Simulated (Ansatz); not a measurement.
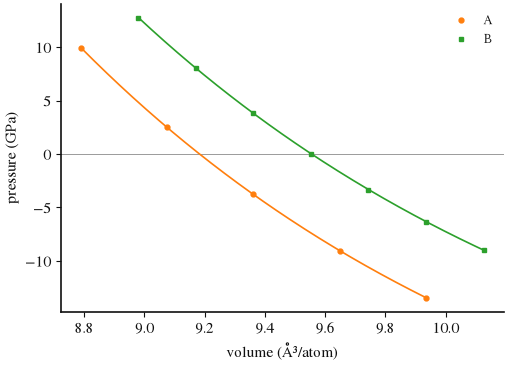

The plot gives the computed pressure against volume, with one curve for each functional, for CuO (space group Fm-3m). The labels are replaced by letters. In alphabetical order the cases are: PBE; r2SCAN.

Computed with Ansatz 0.2.0 development build: equation of state of a cubic crystal from periodic Kohn-Sham density functional theory without spin, third-order Birch-Murnaghan fit to the free energies; pressure corrected for the finite basis.

```tsv
setting	value
structure type	rock salt
atoms in cell	2
space group number	225
lattice centring	face-centred primitive
occupation method	Fermi–Dirac
datasets	soft-1 PAW
density tolerance	1e-07 eV
bands	17
density cutoff ratio	4
search for lower states	default
```

### Which letter stands for which functional?

A: r2SCAN; B: PBE.

Caveats: cubic model structure, not the ambient form; modest k-mesh, values are not fully converged in k (PBE); no spin polarisation, a magnetic state may lie lower.
